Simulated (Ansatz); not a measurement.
## Single-point calculation, with input and output: Si24O47H (charge −1) (part 1 of 2)

- system: Si24O47H (defect cell, 72 atoms in the cell, total charge −1)
- method: DFT, HSE06, PAW, plane waves (Ansatz 0.2.0)

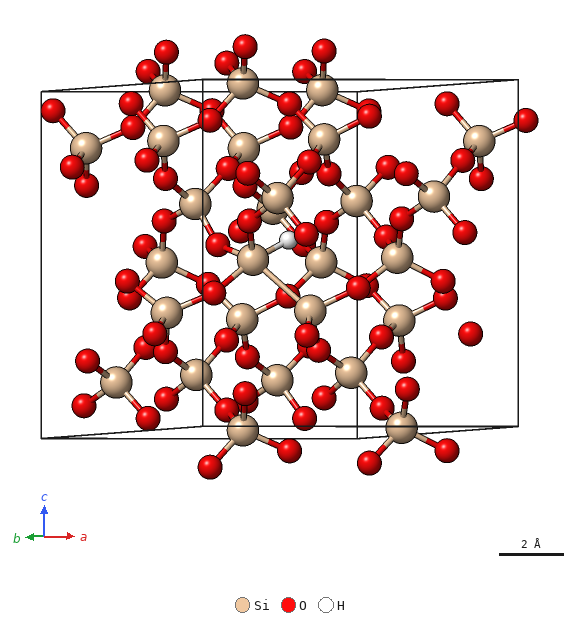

Figure 1. The structure as given in the input (ball-and-stick view of the cell of the calculation, seen at an oblique angle; bonded neighbours outside the cell are drawn too). Near neighbours in the crystal (not all of them lie inside the picture): Si has 4 O at 1.59 to 1.64 Å; Si has 3 O at 1.66 to 1.68 Å and 1 Si at 2.47 Å; Si has 1 H at 1.54 Å, 3 O at 1.69 to 1.75 Å and 1 Si at 2.47 Å; O has 2 Si at 1.59 to 1.75 Å; H has 1 Si at 1.54 Å.

### The input
```yaml
crystal:
  lattice:
    - [9.901639, 0.000000, 0.000000]
    - [-4.950819, 8.575071, 0.000000]
    - [0.000000, 0.000000, 10.885880]
  atoms:
    - { symbol: Si, position: [0.232224, 0.989944, 0.161364] }
    - { symbol: Si, position: [0.243381, 0.011554, 0.658590] }
    - { symbol: Si, position: [0.232277, 0.494017, 0.165719] }
    - { symbol: Si, position: [0.233098, 0.501821, 0.658688] }
    - { symbol: Si, position: [0.744731, 0.995110, 0.168208] }
    - { symbol: Si, position: [0.733415, 0.001222, 0.662895] }
    - { symbol: Si, position: [0.720999, 0.490536, 0.171988] }
    - { symbol: Si, position: [0.744509, 0.503218, 0.667454] }
    - { symbol: Si, position: [0.005535, 0.232529, 0.335358] }
    - { symbol: Si, position: [0.998538, 0.239982, 0.831067] }
    - { symbol: Si, position: [0.994538, 0.728417, 0.331010] }
    - { symbol: Si, position: [0.010940, 0.744080, 0.827902] }
    - { symbol: Si, position: [0.460368, 0.233580, 0.341618] }
    - { symbol: Si, position: [0.503631, 0.232724, 0.835621] }
    - { symbol: Si, position: [0.498610, 0.731028, 0.334493] }
    - { symbol: Si, position: [0.501986, 0.727313, 0.827368] }
    - { symbol: Si, position: [0.257793, 0.254793, 0.997730] }
    - { symbol: Si, position: [0.307541, 0.289914, 0.490721] }
    - { symbol: Si, position: [0.268877, 0.760138, 0.995387] }
    - { symbol: Si, position: [0.260945, 0.764390, 0.499201] }
    - { symbol: Si, position: [0.761990, 0.257991, 0.005329] }
    - { symbol: Si, position: [0.749202, 0.260150, 0.495643] }
    - { symbol: Si, position: [0.766265, 0.758645, 0.996169] }
    - { symbol: Si, position: [0.766134, 0.765529, 0.500215] }
    - { symbol: O, position: [0.194119, 0.115969, 0.098489] }
    - { symbol: O, position: [0.223372, 0.147122, 0.597217] }
    - { symbol: O, position: [0.205023, 0.625970, 0.100504] }
    - { symbol: O, position: [0.207748, 0.645179, 0.614564] }
    - { symbol: O, position: [0.713865, 0.128386, 0.111992] }
    - { symbol: O, position: [0.695594, 0.127893, 0.603106] }
    - { symbol: O, position: [0.705799, 0.628799, 0.104224] }
    - { symbol: O, position: [0.719551, 0.640856, 0.611042] }
    - { symbol: O, position: [0.364741, 0.066756, 0.265001] }
    - { symbol: O, position: [0.377413, 0.076993, 0.764942] }
    - { symbol: O, position: [0.368367, 0.572788, 0.268773] }
    - { symbol: O, position: [0.370832, 0.567616, 0.763519] }
    - { symbol: O, position: [0.882900, 0.066915, 0.269025] }
    - { symbol: O, position: [0.864322, 0.079302, 0.769865] }
    - { symbol: O, position: [0.855034, 0.565220, 0.277808] }
    - { symbol: O, position: [0.884019, 0.581141, 0.767442] }
    - { symbol: O, position: [0.420689, 0.284377, 0.939503] }
    - { symbol: O, position: [0.420782, 0.789398, 0.437172] }
    - { symbol: O, position: [0.429484, 0.782650, 0.937476] }
    - { symbol: O, position: [0.902074, 0.274955, 0.428176] }
    - { symbol: O, position: [0.924841, 0.295362, 0.940593] }
    - { symbol: O, position: [0.925604, 0.796953, 0.433731] }
    - { symbol: O, position: [0.930510, 0.791605, 0.937410] }
    - { symbol: O, position: [0.146586, 0.217545, 0.391934] }
    - { symbol: O, position: [0.128867, 0.205557, 0.889607] }
    - { symbol: O, position: [0.125223, 0.698406, 0.394662] }
    - { symbol: O, position: [0.142436, 0.711663, 0.886113] }
    - { symbol: O, position: [0.602837, 0.215086, 0.406648] }
    - { symbol: O, position: [0.626687, 0.192864, 0.901128] }
    - { symbol: O, position: [0.625893, 0.697280, 0.399876] }
    - { symbol: O, position: [0.636586, 0.699843, 0.887221] }
    - { symbol: O, position: [0.070017, 0.367317, 0.228092] }
    - { symbol: O, position: [0.073672, 0.374295, 0.727579] }
    - { symbol: O, position: [0.070199, 0.850896, 0.218106] }
    - { symbol: O, position: [0.082692, 0.881474, 0.725412] }
    - { symbol: O, position: [0.555515, 0.368442, 0.232503] }
    - { symbol: O, position: [0.592613, 0.376243, 0.741314] }
    - { symbol: O, position: [0.583107, 0.865013, 0.230814] }
    - { symbol: O, position: [0.575137, 0.863164, 0.723815] }
    - { symbol: O, position: [0.288614, 0.415229, 0.061766] }
    - { symbol: O, position: [0.269212, 0.433048, 0.538780] }
    - { symbol: O, position: [0.298112, 0.921694, 0.055453] }
    - { symbol: O, position: [0.292898, 0.930290, 0.551429] }
    - { symbol: O, position: [0.780265, 0.414527, 0.067271] }
    - { symbol: O, position: [0.799044, 0.426468, 0.561162] }
    - { symbol: O, position: [0.792620, 0.919996, 0.055432] }
    - { symbol: O, position: [0.794228, 0.929137, 0.556537] }
    - { symbol: H, position: [0.468853, 0.384724, 0.550797] }
  symmetry: { detect: false }
kpoints:
  mp_grid: { grid: [1, 1, 1], shift: [0.25, 0.25, 0.25] }
hamiltonian:
  xc: hse06
total_charge: -1
scf:
  occupations: { method: fermi_dirac, width: 0.01 }
output:
  forces: true
  eigenvalues: true
  populations: true
  charged_corrections: { epsilon: 4.5 }
  eigenstates: { kpoints: [[0.25, 0.25, 0.25]], e_range: [-6.0, 6.0], localisation: true }
  write_density: true
  write_potential: true
  elf: true
  volumetric_format: npy
```

Hardware: 8 threads of Arm Neoverse-V1, 18 GiB of memory available, shared host.

Run as:
```bash
ansatz run in.yaml --threads 8 --pin off --max-ram 17100MiB --runs-dir r --events-out ev --progress --plain
```

### The program's output
```
Pseudopotentials: kind: paw
Functional definition: HSE06
  parameter a = 0.25
  parameter omega = 0.11/bohr
  exchange = pbe_x - a*pbe_x_sr(omega) + a*exact_x_sr(omega)
  correlation = pbe_c
Crystal: 72 atoms, lattice volume = 924.290 Å³
Basis set: ecut = 420 eV, 18049 PW (Γ), exchange–correlation on 144×144×150 points (8 copies of the dense FFT grid, shifted against one another)
Bands: 262, of which v1, the nominal top of the filled ones, is band 190 counted from 1 (189 counted from 0)
Symmetry: 1 space group operations
k-points: 1
Non-local potential: Si, projectors of the file, l = 0: 2, l = 1: 2, l = 2: 2
Non-local potential: O, projectors of the file, l = 0: 2, l = 1: 2, l = 2: 1
Non-local potential: H, projectors of the file, l = 0: 2, l = 1: 1
PAW form: soft (Blöchl's): semilocal exchange-correlation on the pseudo side does not see the compensation charge
PAW frozen core: Si, regenerated for the run's functional, and the local potential with it (the file was generated under x = pbe(κ = 0.804, μ = 0.2195149727645171), c = pbe(β = 0.06672455060314922))
PAW frozen core: O, regenerated for the run's functional, and the local potential with it (the file was generated under x = pbe(κ = 0.804, μ = 0.2195149727645171), c = pbe(β = 0.06672455060314922))
PAW one-centre angular grid: Si, 110 points (default); XC on 64 Gauss nodes
PAW one-centre angular grid: O, 110 points (default); XC on 96 Gauss nodes
PAW one-centre angular grid: H, 110 points (default); XC on 64 Gauss nodes
Initial density: superposition of atomic densities (neutral atoms scaled as one to the charged cell's electrons: chi_scale 0, normalization atom), corrected by the library's trained network
Initial wavefunctions: pseudopotential atomic-orbital guess
Functional: x = pbe(κ = 0.804, μ = 0.2195149727645171), c = pbe(β = 0.06672455060314922), warm-up for x = pbe(κ = 0.804, μ = 0.2195149727645171) + 0.25 (exact − pbe) at short range (hse, ω = 0.20786987370883472 Å⁻¹), c = pbe(β = 0.06672455060314922); HSE06 as pw.x's `hse` composes it (authors' and Libxc's form: `xc: wpbeh`)
SCF iter   1: F=—  HF=-42016.363296 eV  |F-HF|=—  |Δ(HF+E_count)|=         —  Δρ=7.80e-3  dr2=1.02e0  ethr=1.77e-3  ⟨swp⟩=14.0  Hψ=1558  notcnv=0
preconditioner: auto → none  [insulator: Δε(μ)=4.396 eV  Ē_g=16.556 eV  σ=0.010 eV  W_gap=1.00  n_scr=212 (ndim 8)  ℏωp=23.8 eV  f_vac=0.118  D(μ)=0.00/eV (n_scr^D=0)]
SCF iter   2: F=—  HF=-42016.007411 eV  |F-HF|=—  |Δ(HF+E_count)|=   3.56e-1  Δρ=3.72e-3  dr2=1.14e-1  ethr=2.69e-4  ⟨swp⟩=14.0  Hψ=864  notcnv=0  defer=4
iter 3 solved again at ethr=2.91e-6 eV; its pass at ethr=2.99e-5 eV (dr2=1.11e-2 eV) is discarded
SCF iter   3: F=—  HF=-42015.979372 eV  |F-HF|=—  |Δ(HF+E_count)|=   2.80e-2  Δρ=1.26e-3  dr2=1.12e-2  ethr=2.91e-6  ⟨swp⟩=5.0  Hψ=1376  notcnv=0  defer=13
SCF iter   4: F=—  HF=-42015.979166 eV  |F-HF|=—  |Δ(HF+E_count)|=   2.06e-4  Δρ=7.40e-4  dr2=3.80e-3  ethr=2.91e-6  ⟨swp⟩=14.0  Hψ=764  notcnv=0  defer=2
SCF iter   5: F=-42015.978614 eV  HF=-42015.978561 eV  |F-HF|=5.34e-5  |Δ(HF+E_count)|=   6.06e-4  Δρ=2.11e-4  dr2=1.66e-4  ethr=1.00e-6  ⟨swp⟩=6.0  Hψ=631  notcnv=0  defer=2
SCF 1 stopped early in 5 iterations: F = -42015.978614 eV  dr2 = 1.66e-4
  greatest PAW one-centre occupation: 0.864 electrons in one spin orbital (limit 2), on the O atom at site 32 (counted from 0), in its partial waves of l = 0
Initial density: handed on by an earlier stage of this run
Initial wavefunctions: those handed on with the density
Functional: x = pbe(κ = 0.804, μ = 0.2195149727645171) + 0.25 (exact − pbe) at short range (hse, ω = 0.20786987370883472 Å⁻¹), c = pbe(β = 0.06672455060314922); HSE06 as pw.x's `hse` composes it (authors' and Libxc's form: `xc: wpbeh`)
Exchange kernel: α = 0.2500, screened, ω = 0.2079 Å⁻¹, Wigner–Seitz truncation, v(0) = 895.0449 eV·Å³, q-mesh 1×1×1, nearest image of the exchange supercell L = 9.90 Å, pair-density grid 45×45×54, without the augmentation charges, whose exchange is taken in its separable form (sized by the pseudopotential files, 60×60×75 at the most)
Frozen-core exchange: fock
SCF iter   1: F=—  HF=-42024.229176 eV  |F-HF|=—  |Δ(HF+E_count)|=         —  Δρ=6.84e-3  dr2=3.34e-1  ethr=4.37e-7  ⟨swp⟩=19.0  Hψ=1563  notcnv=0
preconditioner: auto → none  [insulator: Δε(μ)=5.153 eV  Ē_g=19.129 eV  σ=0.010 eV  W_gap=1.00  n_scr=212 (ndim 8)  ℏωp=23.8 eV  f_vac=0.112  D(μ)=0.00/eV (n_scr^D=0)]
SCF iter   2: F=—  HF=-42024.119560 eV  |F-HF|=—  |Δ(HF+E_count)|=   1.10e-1  Δρ=3.66e-3  dr2=5.40e-2  ethr=4.37e-7  ⟨swp⟩=5.0  Hψ=1052  notcnv=0
SCF iter   3: F=—  HF=-42024.235202 eV  |F-HF|=—  |Δ(HF+E_count)|=   1.16e-1  Δρ=1.61e-3  dr2=2.40e-2  ethr=4.37e-7  ⟨swp⟩=5.0  Hψ=1037  notcnv=0
SCF iter   4: F=—  HF=-42024.227564 eV  |F-HF|=—  |Δ(HF+E_count)|=   7.64e-3  Δρ=2.71e-4  dr2=6.97e-4  ethr=4.37e-7  ⟨swp⟩=5.0  Hψ=941  notcnv=0
SCF iter   5: F=—  HF=-42024.228785 eV  |F-HF|=—  |Δ(HF+E_count)|=   1.22e-3  Δρ=1.85e-4  dr2=2.86e-4  ethr=1.42e-7  ⟨swp⟩=7.0  Hψ=742  notcnv=0  defer=1
SCF iter   6: F=-42024.228713 eV  HF=-42024.228715 eV  |F-HF|=1.99e-6  |Δ(HF+E_count)|=   7.00e-5  Δρ=3.33e-5  dr2=1.95e-5  ethr=7.14e-8  ⟨swp⟩=3.0  Hψ=543  notcnv=0
SCF 2 stopped early in 6 iterations: F = -42024.228713 eV  dr2 = 1.95e-5
  Residual-converged pass: ⟨swp⟩=4.0  Hψ=808  notcnv=0  max |occ|·‖R‖ = 6.2e-6 eV (tolerance 6.7e-6 eV)  dr2=1.97e-5  dr2_onsite=6.98e-7  max |Δocc| = 0.0e0
  greatest PAW one-centre occupation: 0.868 electrons in one spin orbital (limit 2), on the O atom at site 32 (counted from 0), in its partial waves of l = 0
hybrid outer 1: dexx = +1.339e-1 eV, tail = 1.38e-4 eV
SCF iter   1: F=—  HF=-42024.227276 eV  |F-HF|=—  |Δ(HF+E_count)|=         —  Δρ=5.40e-5  dr2=2.08e-5  ethr=1.82e-7  ⟨swp⟩=20.0  Hψ=838  notcnv=1
preconditioner: auto → none  [insulator: Δε(μ)=5.217 eV  Ē_g=19.107 eV  σ=0.010 eV  W_gap=1.00  n_scr=212 (ndim 8)  ℏωp=23.8 eV  f_vac=0.123  D(μ)=0.00/eV (n_scr^D=0)]
SCF iter   2: F=—  HF=-42024.227270 eV  |F-HF|=—  |Δ(HF+E_count)|=   5.65e-6  Δρ=1.34e-5  dr2=7.87e-7  ethr=5.07e-9  ⟨swp⟩=4.0  Hψ=536  notcnv=0
SCF iter   3: F=—  HF=-42024.227271 eV  |F-HF|=—  |Δ(HF+E_count)|=   1.14e-6  Δρ=5.74e-6  dr2=1.49e-7  ethr=1.71e-10  ⟨swp⟩=7.0  Hψ=780  notcnv=0  defer=7
SCF iter   4: F=-42024.227271 eV  HF=-42024.227271 eV  |F-HF|=9.17e-9  |Δ(HF+E_count)|=   2.70e-9  Δρ=1.69e-6  dr2=1.58e-8  ethr=3.45e-11  ⟨swp⟩=7.0  Hψ=621  notcnv=0  defer=3
SCF 3 converged in 4 iterations: F = -42024.227271 eV  dr2 = 1.58e-8
  Residual-converged pass: ⟨swp⟩=3.0  Hψ=504  notcnv=0  max |occ|·‖R‖ = 2.2e-6 eV (tolerance 2.7e-6 eV)  dr2=1.64e-8  dr2_onsite=9.88e-10  max |Δocc| = 0.0e0
```

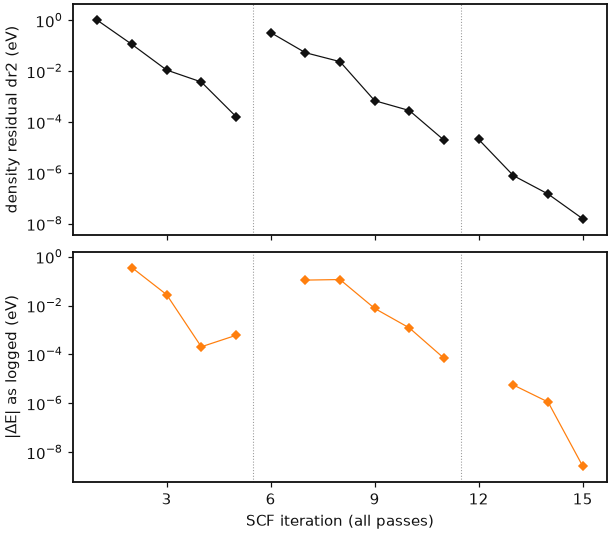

Figure 2. Convergence of the self-consistent field: density residual dr2 and size of the energy change against the SCF iteration. The run starts with a semilocal functional; after that each stretch between dotted lines is one SCF of the hybrid functional between two exact rebuilds of the exchange operator by the outer loop. Early passes are stopped at a loose threshold. The passes take 5, 6 and 4 iterations.

```
hybrid outer 2: dexx = +1.208e-6 eV, tail = 5.11e-8 eV, Δε = 2.61e-3 eV (about 5.49e-5 eV left of the loop's levels), ΔF = 8.58e-3 eV/Å (tail 6.05e-4)
NSCF: frozen V_eff on 1 k-points
hybrid SCF converged: 2 outer / 10 inner (+5 warm-up), last move |dexx| = 1.21e-6 eV, tail = 5.11e-8 eV
Stability not checked: this state was not tested for a lower state beside it, because the functional holds exact exchange (a hybrid, or Hartree-Fock), whose exchange loop this test does not read (fock_operator; see scf.lower_state_search)
Free energy (F): -42024.227271 eV
Harris-Foulkes:  -42024.227271 eV  (|F-HF|=9.17e-9)
Internal energy: -42024.227271 eV  (E = F + TS)
E sigma→0 (E₀):  -42024.227271 eV
Fermi energy:    6.816839 eV
```
